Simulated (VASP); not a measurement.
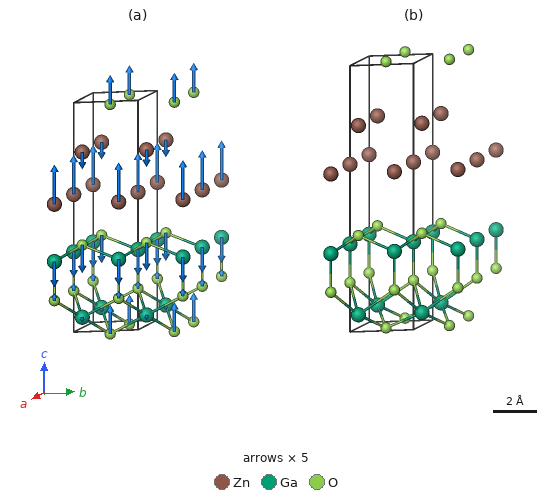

The structure of solid Zn₂Ga₂O₃ (a generated structure, set up in P3m1) before (left) and after (right) a relaxation, at one scale. The blue arrows give the displacements (the part carried along by the change of the cell is left out), 5 times their true length.

A ball-and-stick model of the cell of the calculation, repeated 2 × 2 × 1 with one cell outlined, seen slightly off an axis.

The run lets cell and atoms move.

The calculation used Kohn-Sham DFT of a periodic cell, PBE, VASP PAW PBE potentials, recommended in VASP.

Input file:
```
PREC = Normal ; ENCUT = 520
EDIFF = 1E-4 ; ISMEAR = 0
SIGMA = 0.15 ; LREAL = False
LASPH = True ; NELM = 60
ALGO = Fast ; ISIF = 3
LWAVE = False ; LCHARG = False
GGA = PE ; IBRION = 2
NSW = 24 ; EDIFFG = -0.08
```

Launched with:
```bash
cat potpaw_PBE.64/Zn/POTCAR potpaw_PBE.64/Ga_d/POTCAR potpaw_PBE.64/O/POTCAR > POTCAR
mpirun -np 1 vasp_std > vasp.out
```

**Describe what moved and what it gained.**

The energy falls by 151 meV per atom in 20 geometry steps. Largest force component: 2.5 eV/Å at the start, 0.056 eV/Å at the end. Pressure: 8.17 GPa at the start and 0.34 GPa at the end. A Zn atom moves most relative to the cell: 0.38 Å along +c. Largest moves by element: Zn 0.38 Å, O 0.28 Å, Ga 0.24 Å. The volume changes by +13.3 %, with a = b 3.080 → 3.044 Å (−1.2 %), c 10.850 → 12.590 Å (+16.0 %). Among the contacts that change: Ga–O 2.029 → 2.158 Å, Ga–O 2.029 → 1.933 Å, Ga–O 1.844 → 1.826 Å, Ga–O 1.876 → 1.881 Å. Among the angles between lasting bonds that change: O–Ga–O 180.0° → 169.2°, O–Ga–O 98.8° → 89.7°, Ga–O–Ga 98.8° → 89.7°. The space group stays P3m1 (No. 156). The volume changes by over a tenth within one run on a fixed set of plane waves, so the end point should be relaxed again from the new cell.

Limits of the set-up: layers or molecules are held without a dispersion correction, so their spacing is unreliable.
